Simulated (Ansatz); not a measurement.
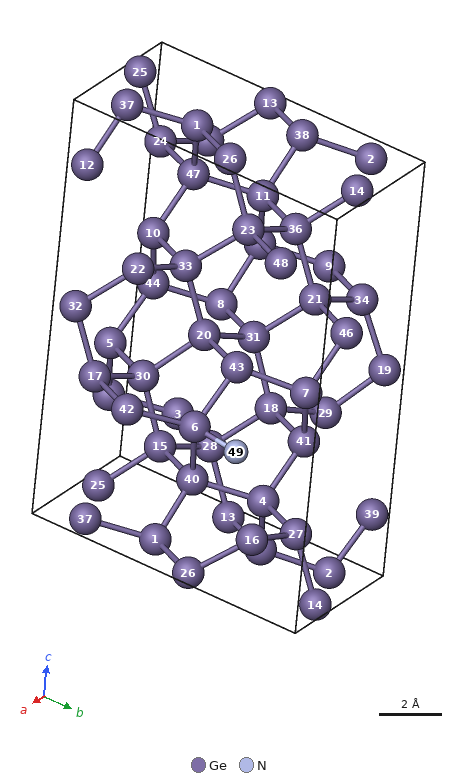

Fig. 1: The structure (ball-and-stick view of the cell of the calculation, seen slightly off an axis; atoms are numbered from 1 in the order of the input). An atom can appear more than once, as a periodic image.

# Single-point calculation of Ge48N (part 1 of 2)

- system: Ge48N (defect cell, 49 atoms in the cell)
- method: DFT PBE, scalar-relativistic, plane waves, PAW, spin-polarised (Ansatz 0.2.0)

The structure derives from a Materials Project entry. Figures and captions count atoms from 1; the log counts them from 0 in places.

**Input**
```yaml
crystal:
  lattice:
    - [-5.996379, 3.462011, 6.599378]
    - [5.996379, -3.462011, 6.599378]
    - [5.996379, 10.386033, -6.599378]
  atoms:
    - { symbol: Ge, position: [0.6967285234, 0.3669921156, 0.0016601281] }
    - { symbol: Ge, position: [0.1989244768, 0.8622905564, -0.0044333421] }
    - { symbol: Ge, position: [0.0274616353, 0.2030703638, 0.1651337109] }
    - { symbol: Ge, position: [0.5343938435, 0.6960652976, 0.1670646621], spin: 0.2 }
    - { symbol: Ge, position: [0.3644954352, 0.0325947269, 0.333182491] }
    - { symbol: Ge, position: [0.8300751165, 0.507680859, 0.3332657531], spin: 0.2 }
    - { symbol: Ge, position: [0.700633078, 0.862104571, 0.4993701903], spin: 0.2 }
    - { symbol: Ge, position: [0.1955627746, 0.3711700391, 0.5013420316] }
    - { symbol: Ge, position: [0.0282934019, 0.6984573778, 0.6647598414] }
    - { symbol: Ge, position: [0.5366653186, 0.199944719, 0.6709894232] }
    - { symbol: Ge, position: [0.3641379713, 0.5324529889, 0.8333560571] }
    - { symbol: Ge, position: [0.8640273912, 0.0324061222, 0.8331866568] }
    - { symbol: Ge, position: [0.1128975337, 0.4502879461, -0.0014657237] }
    - { symbol: Ge, position: [0.6155232044, 0.9479176014, 0.0011923098] }
    - { symbol: Ge, position: [0.4328092239, 0.2712474726, 0.1620513325] }
    - { symbol: Ge, position: [0.9554847723, 0.7951438567, 0.1607980126], spin: 0.2 }
    - { symbol: Ge, position: [0.780025796, 0.1123057128, 0.333280123] }
    - { symbol: Ge, position: [0.2849878579, 0.6157657431, 0.3332878468] }
    - { symbol: Ge, position: [0.128262951, 0.9679506225, 0.5059689786], spin: 0.2 }
    - { symbol: Ge, position: [0.6040017549, 0.4422468803, 0.5046016857] }
    - { symbol: Ge, position: [0.4477167464, 0.7849733554, 0.6680243288] }
    - { symbol: Ge, position: [0.9476528632, 0.279907635, 0.6653526976] }
    - { symbol: Ge, position: [0.7810436844, 0.6165375695, 0.8342026492] }
    - { symbol: Ge, position: [0.2800546822, 0.115497296, 0.8324410914] }
    - { symbol: Ge, position: [0.3833397572, 0.0467395581, -0.0043169303] }
    - { symbol: Ge, position: [0.8847268846, 0.5550045409, 0.0017324055] }
    - { symbol: Ge, position: [0.7210434658, 0.8826799531, 0.1670939389], spin: 0.2 }
    - { symbol: Ge, position: [0.2120670541, 0.387704909, 0.165177107] }
    - { symbol: Ge, position: [0.0756535373, 0.7534631898, 0.3334074786], spin: 0.2 }
    - { symbol: Ge, position: [0.5506262267, 0.2187022141, 0.3332575118] }
    - { symbol: Ge, position: [0.380233661, 0.5558130979, 0.50136073] }
    - { symbol: Ge, position: [0.8872816944, 0.0487849522, 0.4994223618], spin: 0.2 }
    - { symbol: Ge, position: [0.7210874036, 0.3843965, 0.6710628468] }
    - { symbol: Ge, position: [0.2163741407, 0.8865200696, 0.6648506038] }
    - { symbol: Ge, position: [0.0508211771, 0.2191928721, 0.8332098066] }
    - { symbol: Ge, position: [0.5509322554, 0.7192642424, 0.8333892128] }
    - { symbol: Ge, position: [0.7982250304, 0.1356242939, -0.0014958084] }
    - { symbol: Ge, position: [0.3032587359, 0.6356348031, 0.0011478346] }
    - { symbol: Ge, position: [0.140792424, 0.9791983974, 0.1619329498] }
    - { symbol: Ge, position: [0.6156634577, 0.4553417122, 0.1607566145], spin: 0.2 }
    - { symbol: Ge, position: [0.4709153394, 0.8032497302, 0.333247197] }
    - { symbol: Ge, position: [0.9675320046, 0.298202806, 0.333253591] }
    - { symbol: Ge, position: [0.7880484067, 0.6276325738, 0.5057901479], spin: 0.2 }
    - { symbol: Ge, position: [0.3123601793, 0.150643016, 0.5045498815] }
    - { symbol: Ge, position: [0.1330482158, 0.4703208915, 0.6680028391] }
    - { symbol: Ge, position: [0.6354603361, 0.9676690374, 0.6653189308] }
    - { symbol: Ge, position: [0.4676584451, 0.303134233, 0.8341414469] }
    - { symbol: Ge, position: [0.9668934835, 0.8023585356, 0.8323416344] }
    - { symbol: "N", position: [0.8965367706, 0.6872361595, 0.3337027289], spin: 0.25 }
magnetization:
  spin_polarized: true
basis:
  ecutwfc: 420
  fft_grid_basis: typed
kpoints:
  mp_grid: { grid: [2, 2, 2] }
hamiltonian:
  xc: pbe
  pseudopotentials: { kind: paw }
scf:
  occupations: { method: gaussian, width: 0.05 }
output:
  forces: true
  stress: false
  eigenvalues: true
  bader: true
  write_density: true
  volumetric_format: npy
  populations: true
```

Machine: 8 threads of Arm Neoverse V2, 24 GiB of memory available, shared host.

Launched with:
```bash
ansatz run input.yaml --threads 8 --pin off --max-ram 16384MiB --backend cpu --events-out ev --progress --plain --runs-dir out
```

**Log**
```
Engine: ansatz 0.2.0, aarch64-unknown-linux-gnu
Pseudopotentials: kind: paw
Pseudopotential: Ge, paw, valence charge 14, recommended cutoff 420 eV (normal), Ge.paw.azcp
Pseudopotential: N, paw, valence charge 5, recommended cutoff 420 eV (normal), N.paw.azcp
Functional definition: PBE
  parameter kappa = 0.804
  parameter beta = 0.06672455060314922
  exchange = pbe_x(kappa = kappa, mu = beta*pi^2/3)
  correlation = pbe_c(beta = beta)
Crystal: 49 atoms, lattice volume = 1096.000 Å³
Basis set: ecut = 420 eV, 21365 PW (Γ), exchange–correlation on 128×128×192 points (8 copies of the dense FFT grid, shifted against one another)
Bands: 408, of which v1, the nominal top of the filled ones, is band 339 counted from 1 (338 counted from 0)
Symmetry: 1 space group operations
Space group: P1 (ITA 1), of the structure as read, at distance tolerance 1.0e-4 Å
Magnetic group: BNS 1.1 (UNI 1), of the structure as read, at distance tolerance 1.0e-4 Å
k-points: 8
Non-local potential: Ge, projectors of the file, l = 0: 2, l = 1: 2, l = 2: 3, l = 3: 1
Non-local potential: N, projectors of the file, l = 0: 2, l = 1: 2, l = 2: 1
PAW form: soft (Blöchl's): semilocal exchange-correlation on the pseudo side does not see the compensation charge
PAW one-centre angular grid: Ge, 590 points (default); XC on 64 Gauss nodes
PAW one-centre angular grid: N, 110 points (default); XC on 64 Gauss nodes
Initial density: superposition of atomic densities (chi_scale 0.1, normalization cell, long waves kept (reshape's long-wave potential 0.37 eV rms))
Starting moments: Σ|m| = 2.25 μB on 11 of 49 sites
Initial wavefunctions: pseudopotential atomic-orbital guess
Functional: x = pbe(κ = 0.804, μ = 0.2195149727645171), c = pbe(β = 0.06672455060314922)
SCF iter   1: F=—  HF=-206541.306052 eV  |F-HF|=—  |Δ(HF+E_count)|=         —  Δρ=2.13e-2 (↑1.95e-2 ↓2.13e-2)  dr2=2.12e1  dr2_m=8.00e-1  M=0.519 μB ∫|m|=0.587 μB  β_m=0.30  ethr=3.10e-3  ⟨swp⟩=6.0  Hψ=23219  notcnv=0  defer=2
preconditioner: auto → Kerker (q_TF=auto, 2.518 Å⁻¹)  [metal: Δε(μ)=0.023 eV  Ē_g=22.337 eV  σ=0.050 eV  W_gap=0.25  n_scr=300 (ndim 8)  ℏωp=29.2 eV  f_vac=0.008  D(μ)=10.55/eV (n_scr^D=36)]
spin=Collinear: Kerker preconditioning applied to the charge; magnetization (m = ρ↑ − ρ↓) channel mixes plain (no charge-response kernel on spin).
SCF iter   2: F=—  HF=-206540.682164 eV  |F-HF|=—  |Δ(HF+E_count)|=   6.24e-1  Δρ=1.59e-2 (↑1.51e-2 ↓1.59e-2)  dr2=1.19e1  dr2_m=4.58e-1  M=0.955 μB ∫|m|=0.992 μB  β_m=0.30  ethr=3.10e-3  ⟨swp⟩=1.4  Hψ=7527  notcnv=0  defer=7
SCF iter   3: F=—  HF=-206539.553467 eV  |F-HF|=—  |Δ(HF+E_count)|=    1.13e0  Δρ=8.03e-3 (↑7.05e-3 ↓8.03e-3)  dr2=4.03e0  dr2_m=2.36e-1  M=0.951 μB ∫|m|=0.995 μB  β_m=0.30  ethr=1.75e-3  ⟨swp⟩=2.0  Hψ=7252  notcnv=0  defer=78
SCF iter   4: F=—  HF=-206538.943360 eV  |F-HF|=—  |Δ(HF+E_count)|=   6.10e-1  Δρ=4.90e-3 (↑4.90e-3 ↓4.40e-3)  dr2=8.43e-1  dr2_m=1.02e-1  M=0.749 μB ∫|m|=0.816 μB  β_m=0.30  ethr=5.95e-4  ⟨swp⟩=2.0  Hψ=6376  notcnv=0  defer=614
SCF iter   5: F=—  HF=-206539.108487 eV  |F-HF|=—  |Δ(HF+E_count)|=   1.65e-1  Δρ=3.04e-3 (↑3.04e-3 ↓2.73e-3)  dr2=2.20e-1  dr2_m=4.86e-2  M=0.620 μB ∫|m|=0.690 μB  β_m=0.30  ethr=1.25e-4  ⟨swp⟩=3.1  Hψ=12945  notcnv=0  defer=982
SCF iter   6: F=—  HF=-206539.101068 eV  |F-HF|=—  |Δ(HF+E_count)|=   7.42e-3  Δρ=1.82e-3 (↑1.82e-3 ↓1.81e-3)  dr2=6.46e-2  dr2_m=2.46e-2  M=0.707 μB ∫|m|=0.772 μB  β_m=0.30  ethr=3.25e-5  ⟨swp⟩=2.0  Hψ=7370  notcnv=0  defer=982
SCF iter   7: F=—  HF=-206539.117324 eV  |F-HF|=—  |Δ(HF+E_count)|=   1.63e-2  Δρ=1.73e-3 (↑1.02e-3 ↓1.73e-3)  dr2=4.94e-2  dr2_m=1.36e-2  M=0.738 μB ∫|m|=0.806 μB  β_m=0.30  ethr=9.54e-6  ⟨swp⟩=2.0  Hψ=11036  notcnv=0  defer=982
SCF iter   8: F=—  HF=-206539.121046 eV  |F-HF|=—  |Δ(HF+E_count)|=   3.72e-3  Δρ=8.87e-4 (↑7.76e-4 ↓8.87e-4)  dr2=8.71e-3  dr2_m=6.16e-3  M=0.705 μB ∫|m|=0.777 μB  β_m=0.30  ethr=7.30e-6  ⟨swp⟩=2.0  Hψ=7127  notcnv=0  defer=982
SCF iter   9: F=—  HF=-206539.119864 eV  |F-HF|=—  |Δ(HF+E_count)|=   1.18e-3  Δρ=7.25e-4 (↑7.25e-4 ↓5.22e-4)  dr2=4.17e-3  dr2_m=3.08e-3  M=0.698 μB ∫|m|=0.773 μB  β_m=0.30  ethr=1.29e-6  ⟨swp⟩=2.0  Hψ=10967  notcnv=0  defer=982
Mixer restart at iter 9: flushing history
spin-set hold released at iteration 9 (site moments contracting): the magnetisation degrees of freedom join the quasi-Newton model from the next iteration; the mixer history was flushed
SCF iter  10: F=—  HF=-206539.120789 eV  |F-HF|=—  |Δ(HF+E_count)|=   9.24e-4  Δρ=5.14e-4 (↑5.14e-4 ↓3.76e-4)  dr2=3.07e-3  dr2_m=1.67e-3  M=0.709 μB ∫|m|=0.784 μB  β_m=0.64  ethr=6.17e-7  ⟨swp⟩=2.0  Hψ=7123  notcnv=0  defer=982
SCF iter  11: F=—  HF=-206539.122539 eV  |F-HF|=—  |Δ(HF+E_count)|=   1.75e-3  Δρ=1.84e-4 (↑1.84e-4 ↓1.41e-4)  dr2=2.22e-3  dr2_m=3.58e-5  M=0.709 μB ∫|m|=0.792 μB  β_m=0.61  ethr=4.54e-7  ⟨swp⟩=2.1  Hψ=7128  notcnv=0  defer=982
SCF iter  12: F=—  HF=-206539.122681 eV  |F-HF|=—  |Δ(HF+E_count)|=   1.42e-4  Δρ=1.30e-4 (↑5.13e-5 ↓1.30e-4)  dr2=1.59e-3  dr2_m=4.25e-5  M=0.722 μB ∫|m|=0.807 μB  β_m=0.81  ethr=3.27e-7  ⟨swp⟩=2.0  Hψ=7247  notcnv=0  defer=982
SCF iter  13: F=—  HF=-206539.122815 eV  |F-HF|=—  |Δ(HF+E_count)|=   1.34e-4  Δρ=4.91e-5 (↑3.96e-5 ↓4.91e-5)  dr2=4.49e-4  dr2_m=2.53e-6  M=0.721 μB ∫|m|=0.808 μB  β_m=0.61  ethr=2.35e-7  ⟨swp⟩=2.0  Hψ=7122  notcnv=0  defer=982
SCF iter  14: F=—  HF=-206539.122763 eV  |F-HF|=—  |Δ(HF+E_count)|=   5.13e-5  Δρ=2.36e-5 (↑2.00e-5 ↓2.36e-5)  dr2=1.11e-4  dr2_m=2.95e-6  M=0.720 μB ∫|m|=0.809 μB  β_m=0.74  ethr=6.64e-8  ⟨swp⟩=2.0  Hψ=10252  notcnv=0  defer=982
SCF iter  15: F=—  HF=-206539.122755 eV  |F-HF|=—  |Δ(HF+E_count)|=   8.05e-6  Δρ=3.06e-5 (↑1.30e-5 ↓3.06e-5)  dr2=2.40e-5  dr2_m=3.81e-6  M=0.719 μB ∫|m|=0.807 μB  β_m=0.87  ethr=1.64e-8  ⟨swp⟩=2.0  Hψ=7128  notcnv=0  defer=982
SCF iter  16: F=—  HF=-206539.123224 eV  |F-HF|=—  |Δ(HF+E_count)|=   4.69e-4  Δρ=4.51e-6 (↑3.46e-6 ↓4.51e-6)  dr2=2.58e-6  dr2_m=2.38e-8  M=0.717 μB ∫|m|=0.805 μB  β_m=0.94  ethr=3.54e-9  ⟨swp⟩=2.5  Hψ=8059  notcnv=0  defer=982
SCF iter  17: F=—  HF=-206539.123225 eV  |F-HF|=—  |Δ(HF+E_count)|=   2.57e-7  Δρ=2.36e-6 (↑2.23e-6 ↓2.36e-6)  dr2=4.47e-7  dr2_m=6.96e-9  M=0.718 μB ∫|m|=0.805 μB  β_m=0.78  ethr=3.81e-10  ⟨swp⟩=2.0  Hψ=10968  notcnv=0  defer=982
SCF iter  18: F=—  HF=-206539.123224 eV  |F-HF|=—  |Δ(HF+E_count)|=   1.40e-7  Δρ=1.46e-6 (↑1.04e-6 ↓1.46e-6)  dr2=1.28e-7  dr2_m=4.77e-9  M=0.718 μB ∫|m|=0.805 μB  β_m=0.89  ethr=6.61e-11  ⟨swp⟩=2.0  Hψ=10968  notcnv=0  defer=982
SCF iter  19: F=—  HF=-206539.123225 eV  |F-HF|=—  |Δ(HF+E_count)|=   4.92e-8  Δρ=7.66e-7 (↑3.72e-7 ↓7.66e-7)  dr2=3.18e-8  dr2_m=1.01e-9  M=0.718 μB ∫|m|=0.805 μB  β_m=0.95  ethr=1.48e-11  ⟨swp⟩=9.2  Hψ=26406  notcnv=0
SCF iter  20: F=-206539.123225 eV  HF=-206539.123225 eV  |F-HF|=7.33e-9  |Δ(HF+E_count)|=   1.01e-8  Δρ=4.70e-7 (↑2.62e-7 ↓4.70e-7)  dr2=1.06e-8  dr2_m=1.66e-10  M=0.718 μB ∫|m|=0.805 μB  ethr=4.69e-12  ⟨swp⟩=3.0  Hψ=13570  notcnv=0
SCF 1 converged in 20 iterations: F = -206539.123225 eV  dr2 = 1.06e-8
  greatest PAW one-centre occupation: 0.999 electrons in one spin orbital (limit 2), on the Ge atom at site 28 (counted from 0), in its partial waves of l = 2
```

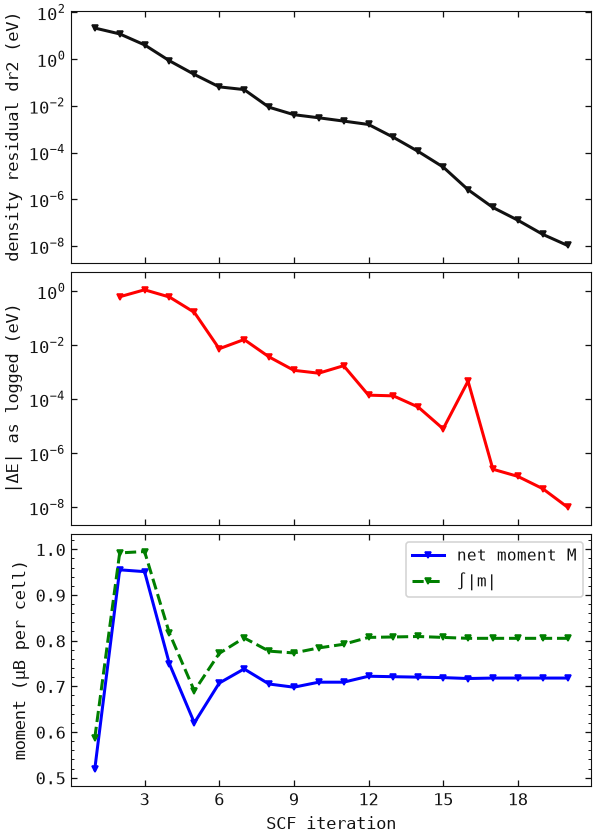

Fig. 2: Convergence of the self-consistent field: density residual dr2, size of the energy change and magnetic moment against the SCF iteration. The residual falls at every step. The net moment goes from 0.5 to 0.7 μB per cell.

```
SCF converged after 20 iterations
Magnetization: 0.7179 μB (338.8589 up, 338.1411 down)
Absolute magnetization: 0.8087 μB (∫|ρ↑−ρ↓|, with the PAW one-centre terms)
Spin contamination: 0.0197 ħ² per cell (⟨S²⟩ above its minimum at these occupations)
Per-site moments (μB) at R_I (Å): [(0.00101821306249723, 1.0114793343546908), (0.005666259047889408, 1.0038216352211282), (0.0038257244379348836, 1.0050429558695877), (-0.0002026117442312782, 1.0102283612522245), (6.873269219041225e-5, 1.0131190520078641), (0.0008306394516446406, 0.7424774015289032), (-0.00018760676682462967, 1.0103422862182967), (0.003803036641017794, 1.005311564882537), (0.00097328854167775, 1.0114743020081687), (0.005646058059486763, 1.0039646487498057), (0.0005583263343706079, 1.0111766723170457), (0.0005533931314819559, 1.0111486779291776), (0.0008451601763062993, 1.009154544522624), (0.000866349104867661, 1.0078030476415754), (0.008034990830504978, 1.0024743244186576), (0.017234068479507553, 1.0024263374654365), (-9.641617549782113e-5, 1.012168069216237), (-0.00048419887640467217, 1.0091905326507729), (0.017112226036547405, 1.0023863788030865), (0.008073587162474779, 1.0024740259297242), (0.0008430869554477085, 1.0090667945899967), (0.0008707371814184655, 1.007899926781292), (0.0017059932517302263, 1.008181846493594), (0.001668290795969753, 1.0081588382758944), (0.005654393993420197, 1.0038216352211282), (0.0010086995559851813, 1.0114854431362248), (-0.0002058037066213448, 1.0102474763924425), (0.003821753538460793, 1.0050429558695877), (0.000832590724006423, 0.7423673407885851), (6.431325542658164e-5, 1.0131190520078641), (0.0038038462500237374, 1.005311564882537), (-0.0001866102605395854, 1.0103150374873993), (0.005657191414079088, 1.0039646487498057), (0.0009728661982227016, 1.011461285155986), (0.0005507996961378513, 1.0111609424279546), (0.0005599745402234382, 1.0111627280275575), (0.0008447565169844585, 1.009147366946142), (0.0008649192751459893, 1.007818907537716), (0.008068727266401319, 1.0024263374654365), (0.01720173935326405, 1.0024743244186576), (-9.453573582403163e-5, 1.01223580128765), (-0.0004859683885652509, 1.0092114233113672), (0.017132113778624877, 1.0024740259297242), (0.008037546744761965, 1.0023863788030865), (0.0008445206628104065, 1.0090828837272516), (0.0008716391553310617, 1.0079603353570934), (0.0017086351017580126, 1.008257622573489), (0.001668853766776363, 1.008191941350004), (0.25343994523088004, 0.7423673407885851)]
Free energy (F): -206539.123225 eV
Harris-Foulkes:  -206539.123225 eV  (|F-HF|=7.33e-9)
Internal energy: -206539.112508 eV  (E = F + TS)
E sigma→0 (E₀):  -206539.117866 eV
Entropy (-TS):   -0.010716 eV (-0.219 meV/atom)
Fermi energy:    8.464628 eV
--- Per-component energies (eV) ---
  E_band       = -7191.066427
  E_kinetic    = 5485.031434
  E_local      = -119152.565113  (includes V_loc(G=0)·N_el)
  E_nonlocal   = 20140.878145
  E_hartree    = 52280.020984
  E_xc         = -3689.295552
  E_vxc        = -3180.270180  (∫ρ·V_xc dr)
  E_paw        = -97083.503223  (= ΣΔE_a)
  E_vpaw       = -15044.194867  (= ΣTr[D̂ρ^β])
  E_aug_tail   = 0.016903  (compensation charges beyond the density's cutoff)
  E_ewald      = -64519.696087
  E_smearing   = -0.010716  (= −TS)
  E_closure    = 0.000000  (closes the sum)
  Σ components = -206539.123225   (vs F -206539.123225, Δ=0.00e0)
--- Forces (eV/Å), atoms counted from 1 ---
  atom   1  Ge     0.00215070     0.00352081    -0.00316748
  atom   2  Ge    -0.00060279     0.00018522    -0.00255159
  atom   3  Ge     0.00021570     0.00251213    -0.00396315
  atom   4  Ge     0.00324038     0.00057265     0.00226730
  atom   5  Ge     0.00071967     0.00137136     0.00343091
  atom   6  Ge     0.00611674     0.00219577     0.00495228
  atom   7  Ge     0.00197974     0.00011219     0.00343538
  atom   8  Ge    -0.00204645     0.00092496     0.00407276
  atom   9  Ge    -0.00024621    -0.00117096     0.00310566
  atom  10  Ge    -0.00124301     0.00349722     0.00078571
  atom  11  Ge     0.00091440    -0.00134833    -0.00079494
  atom  12  Ge     0.00039021    -0.00106961    -0.00016944
  atom  13  Ge    -0.00159606     0.00066769    -0.00125664
  atom  14  Ge    -0.00212870     0.00146569    -0.00111274
  atom  15  Ge     0.00016566    -0.00214151    -0.00260701
  atom  16  Ge    -0.00068590    -0.00655734     0.00125691
  atom  17  Ge    -0.00285664     0.00039766     0.00740887
  atom  18  Ge     0.00147453    -0.00355332     0.00533915
  atom  19  Ge    -0.00012969    -0.00258983    -0.00028596
  atom  20  Ge     0.00374268    -0.00225795     0.00127048
  atom  21  Ge     0.00001232     0.00191629     0.00188526
  atom  22  Ge     0.00087139    -0.00073854     0.00147232
  atom  23  Ge     0.00034344    -0.00100478    -0.00160089
  atom  24  Ge     0.00040044    -0.00041174     0.00062956
  atom  25  Ge    -0.00113653    -0.00052488     0.00234603
  atom  26  Ge    -0.00068195     0.00237742     0.00169049
  atom  27  Ge     0.00230640    -0.00012033    -0.00243628
  atom  28  Ge     0.00052935     0.00270005     0.00434633
  atom  29  Ge    -0.00064225     0.00547658    -0.00184574
  atom  30  Ge    -0.00007374     0.00173682    -0.00269381
  atom  31  Ge    -0.00213474     0.00078107    -0.00419810
  atom  32  Ge     0.00186934     0.00065773    -0.00401441
  atom  33  Ge    -0.00184996     0.00192692    -0.00115919
  atom  34  Ge    -0.00000646    -0.00065519    -0.00338614
  atom  35  Ge     0.00024100    -0.00100500    -0.00033691
  atom  36  Ge     0.00117637    -0.00143391     0.00020031
  atom  37  Ge    -0.00189265     0.00078823     0.00171345
  atom  38  Ge    -0.00212397     0.00179380     0.00216160
  atom  39  Ge     0.00074516    -0.00097408     0.00277695
  atom  40  Ge    -0.00347707    -0.00741578    -0.00165971
  atom  41  Ge    -0.00535842     0.00204832    -0.00745929
  atom  42  Ge    -0.00019378    -0.00249080    -0.00277631
  atom  43  Ge     0.00169309    -0.00043945    -0.00096733
  atom  44  Ge     0.00360836    -0.00199583    -0.00054730
  atom  45  Ge    -0.00022536     0.00179030    -0.00185840
  atom  46  Ge     0.00103685    -0.00137883    -0.00021582
  atom  47  Ge    -0.00038473    -0.00176779     0.00206369
  atom  48  Ge     0.00088346     0.00087389     0.00002744
  atom  49  N     -0.00513677     0.00077008    -0.00557440
  max |Σ_I F_I| component: 2.64e-5 eV/Å
--- Band table (eV; the first three rows and the last of 16) ---
```
